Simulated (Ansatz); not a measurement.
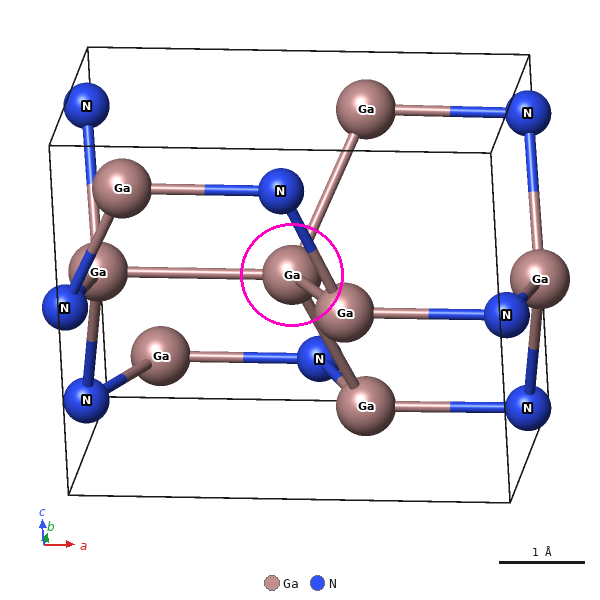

Ball-and-stick representation of a periodic structure, projected from a general direction. The edges of the supercell are marked. The host is GaN, in a cell of 12 sites, and the cell carries a charge of -2. A ring marks the defect's site.

Which defect is modelled here, and what are its neighbours?

Answer. Gallium on a nitrogen site (an antisite). It is bonded to four Ga in a tetrahedral arrangement at about 2.2 to 2.3 Å.

The atoms were relaxed in the host's cell with DFT PBE, scalar-relativistic, plane waves, PAW in Ansatz 0.2.0.
